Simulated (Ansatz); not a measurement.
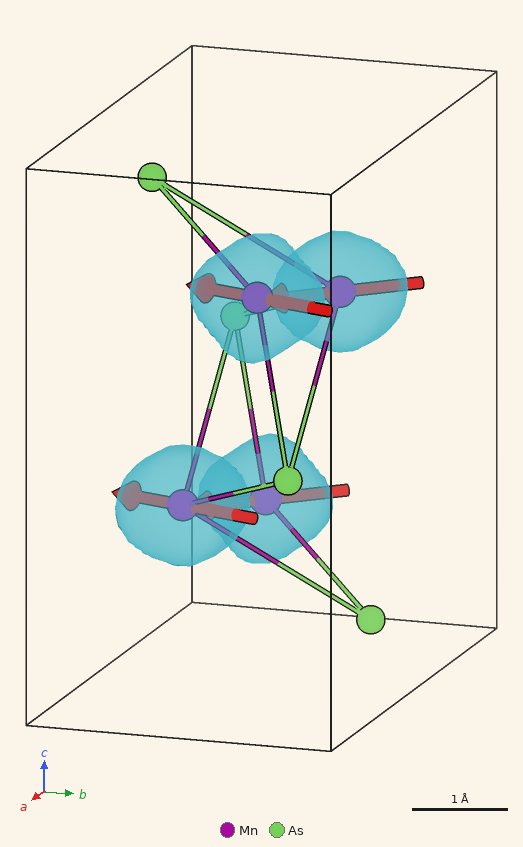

Figure. MnAs. Isosurface of the size of the magnetisation density at 0.4 e/Å³ (cyan), with the spin moments of the magnetic sites as arrows; seen slightly off an axis.

Space group Pnma; not relaxed (largest force 0.5 eV/Å); the program warned that a starting moment wasn't kept; with non-collinear spins.

All numbers below come from DFT, PBE, PAW, plane waves, scalar-relativistic in Ansatz 0.2.0.

The density is the valence pseudo-density of a PAW calculation; it isn't the true density close to the nuclei.

```
Mn As
1.0
     5.49500    0.00000    0.00000
     0.00000    3.41400    0.00000
     0.00000    0.00000    6.10300
Mn As
4 4
Direct
  0.01500 0.25000 0.20000
  0.48500 0.75000 0.70000
  0.51500 0.25000 0.30000
  0.98500 0.75000 0.80000
  0.20000 0.25000 0.57000
  0.30000 0.75000 0.07000
  0.70000 0.25000 0.93000
  0.80000 0.75000 0.43000
```

Question: Describe the magnetic structure.

Answer: Spin moments: Mn 1.9 μB. They are not collinear: the angles between them are about 0° and 60°, and a net moment remains.
